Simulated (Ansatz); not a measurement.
A series of calculations on HfO$_{2}$

## 1. Relaxation

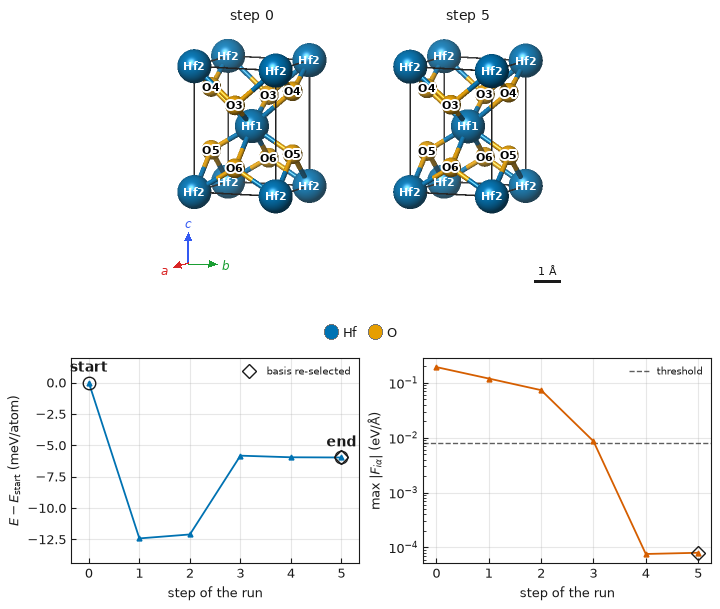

First and last geometry of a relaxation of a crystal of HfO₂ (set up in P4_2/nmc), with the history of the run. Style: ball-and-stick. Shown: the cell of the calculation, slightly off an axis.

Case: relaxed at 20 GPa.

Theory: DFT r2SCAN, scalar-relativistic, plane waves, PAW in Ansatz 0.2.0. Settings: plane-wave cutoff 500 eV; k-point mesh 6 × 6 × 6; occupations gaussian; smearing width 0.02 eV; target pressure 20 GPa; no spin polarisation; cell and atoms relaxed; force threshold 0.008 eV/Å; at most 50 steps.

**Did the run converge, and what did it change?**

It converged. Over 4 accepted moves (5 points after the start) the energy falls by 6.0 meV per atom. With the target pressure of 20 GPa, the enthalpy E + pV changes by −2.8 meV per atom. The largest force component goes from 0.19 to under 0.0001 eV/Å. The pressure goes from 22.92 to 20.00 GPa. At 1 point the geometry stayed and the basis and grid were re-selected for the new cell (energy shift of less than 0.05 meV per atom at most each time). The largest moves relative to the cell, 0.041 Å, are those of O3, O4, O5 and O6. O4 goes along −c. Hf stays in place. The drawn cell changes as follows: a = b 3.489 → 3.500 Å (+0.3 %), c 5.024 → 5.006 Å (−0.4 %); the volume changes by +0.2 %. Some distances before and after: Hf1–O4 2.286 → 2.260 Å, Hf1–O3 2.029 → 2.052 Å, Hf1–Hf1 3.489 → 3.500 Å. The space group stays P4_2/nmc (No. 137). The run took 100 s on 1 thread of Arm Neoverse V2 (shared host), peak memory 0.53 GiB.

| step | E − E(0), meV/atom | largest force component, eV/Å | pressure, GPa | volume, Å³/atom | note |
| --- | --- | --- | --- | --- | --- |
| 0 | 0.00 | 0.1949 | 22.92 | 10.195 |  |
| 1 | -12.42 | 0.1206 | 19.49 | 10.283 |  |
| 2 | -12.10 | 0.0740 | 19.30 | 10.275 |  |
| 3 | -5.82 | 0.0087 | 20.01 | 10.219 |  |
| 4 | -5.95 | 0.0001 | 20.00 | 10.220 |  |
| 5 | -5.97 | 0.0001 | 20.00 | 10.220 | same geometry, new basis |

## 2. Relaxation

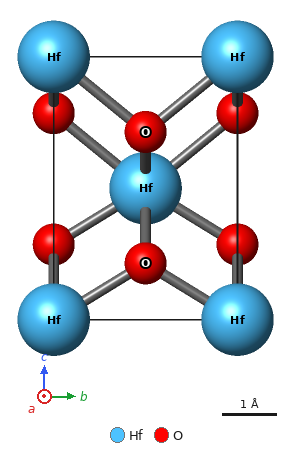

This is the input geometry for a relaxation of crystalline HfO$_{2}$ (set up in P4_2/nmc). The picture is a ball-and-stick view of the cell of the calculation, seen along the a axis.

Case: relaxed at 40 GPa.

Level of theory: Ansatz, DFT r2SCAN, scalar-relativistic, plane waves, PAW.

Input
```yaml
crystal:
  lattice:
    - [3.4260631953, 0.0, 0.0]
    - [0.0, 3.4260631953, 0.0]
    - [0.0, 0.0, 4.9003810665]
  atoms:
    - { symbol: Hf, position: [0.5, 0.5, 0.5] }
    - { symbol: Hf, position: [0.0, 0.0, 0.0] }
    - { symbol: O, position: [0.0, 0.5, 0.7141647857] }
    - { symbol: O, position: [0.5, 0.0, 0.7858352143] }
    - { symbol: O, position: [0.5, 0.0, 0.2858352143] }
    - { symbol: O, position: [0.0, 0.5, 0.2141647857] }
basis:
  ecutwfc: 500
kpoints:
  mp_grid: { grid: [8, 8, 6] }
hamiltonian:
  xc: r2scan
scf:
  occupations: { method: gaussian, width: 0.02 }
output:
  forces: true
  stress: true
  eigenvalues: true
relax:
  adjacent_minimum: "off"
  f_tol: 0.008
  max_steps: 50
  cell: { stress_tol: 0.08, p_target: 40.0 }
```

Launched with:
```bash
ansatz run input.yaml --threads 1 --pin off --max-ram 2560MiB --backend cpu --events-out ev --progress --plain --runs-dir out
```

Predict the outcome.

Over 4 accepted moves (5 points after the start) the energy falls by 19.2 meV per atom. With the target pressure of 40 GPa, the enthalpy E + pV changes by −6.4 meV per atom. Largest force component: 0.28 eV/Å at the start, 0.00059 eV/Å at the end. Pressure: 45.13 GPa at the start and 39.96 GPa at the end. The SCF was repeated once at an unchanged geometry on a basis and grid sized afresh for the cell, which shifted the energy by less than 0.05 meV per atom at most. The largest moves relative to the cell, 0.071 Å, are those of O3, O4, O5 and O6. O6 goes along +c. Hf stays in place. The volume changes by +0.5 %, with a = b 3.426 → 3.441 Å (+0.4 %), c 4.900 → 4.884 Å (−0.3 %). Some distances before and after: Hf1–O3 2.009 → 2.051 Å, Hf1–O4 2.213 → 2.172 Å, Hf1–Hf1 3.426 → 3.441 Å. Bond angles that change, for instance: Hf2–O3–Hf2 101.5° → 104.8°, Hf1–O3–Hf1 117.0° → 114.0°. The space group stays P4_2/nmc (No. 137).

History of the run:

```csv
step,"E − E(0), meV/atom","largest force component, eV/Å","pressure, GPa","volume, Å³/atom",note
0,0.00,0.2778,45.13,9.587,
1,-35.56,0.1784,38.85,9.718,
2,-33.22,0.1370,39.03,9.704,
3,-16.14,0.0416,40.78,9.627,
4,-19.14,0.0011,39.97,9.638,
5,-19.18,0.0006,39.96,9.638,"same geometry, new basis"
```

The end point in the same view:

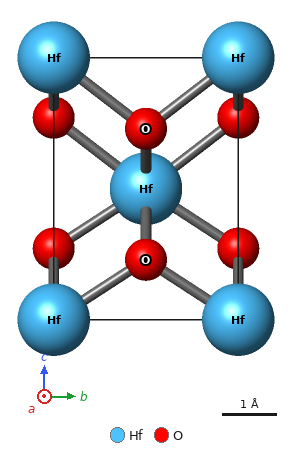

## 3. Series

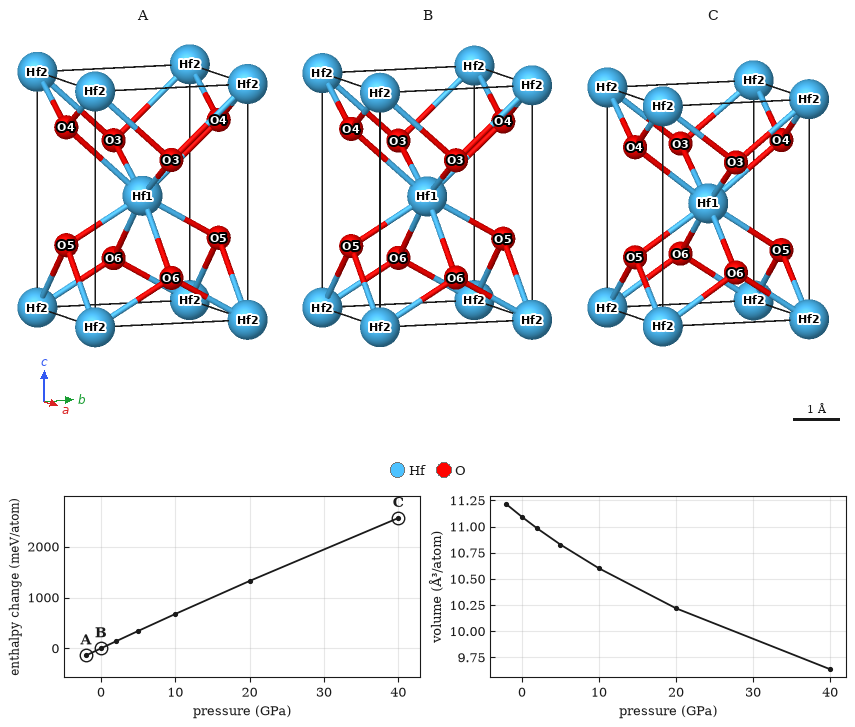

Members of a series of calculations on a crystal of HfO₂ (set up in P4_2/nmc), marked on the first curve. Style: ball-and-stick. Shown: the cell of the calculation, slightly off an axis.

Level of theory: DFT r2SCAN, scalar-relativistic, plane waves, PAW (Ansatz). Set-up: plane-wave cutoff 500 eV; occupations gaussian; smearing width 0.02 eV; no spin polarisation. The k-mesh is chosen for each cell (6×6×6, 8×8×6).

> Describe the series.

The structure is relaxed at several pressures. A (pressure −2.0 GPa): enthalpy change −139 meV/atom, volume 11.21 Å³ per atom. B (pressure 0.0 GPa): enthalpy change 0.0 meV/atom, volume 11.09 Å³ per atom. C (pressure 40.0 GPa): enthalpy change 2563 meV/atom, volume 9.64 Å³ per atom. The rest compares A with C. The volume changes by −14.0 %, with a = b 3.586 → 3.441 Å (−4.0 %), c 5.232 → 4.884 Å (−6.6 %). Near-neighbour distances before and after: Hf–O 2.405 → 2.172 Å, Hf–O 2.060 → 2.051 Å.
